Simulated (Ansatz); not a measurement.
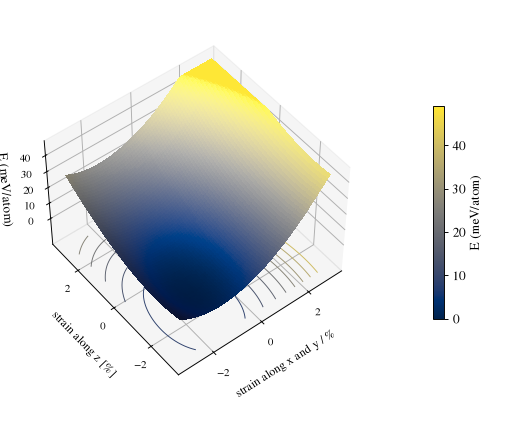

Energy landscape of Ge (Cmmm, No. 65; 1 atom in the cell). The cell is strained homogeneously, by one strain along x and y and another along z, with fractional coordinates fixed (x along [1 0 0], z along [0 0 1] of the conventional cell). First axis: strain along x and y. Second axis: strain along z. The grid has 5 × 5 points. Energies: meV/atom, counted from the lowest grid point. The reference cell is the one listed in the database, not relaxed at this level. Theory: DFT r2SCAN, scalar-relativistic, plane waves, PAW (Ansatz). Settings: cutoff 500 eV, k-mesh 20×20×18 in the order of the run's cell vectors, gaussian smearing 0.15 eV, no spin polarisation.

In the figure: a relief with its contours projected below, any walls above the top of the colour scale cut off. Between grid points the surface is interpolated. 

> What does the map say about the system?

The lowest grid point is at strain along x and y = −1.5 %, strain along z = −1.5 %. No other kind of well shows on this grid. The highest grid point, strain along x and y = 3.0 %, strain along z = 3.0 %, lies 71.1 meV/atom above the lowest.
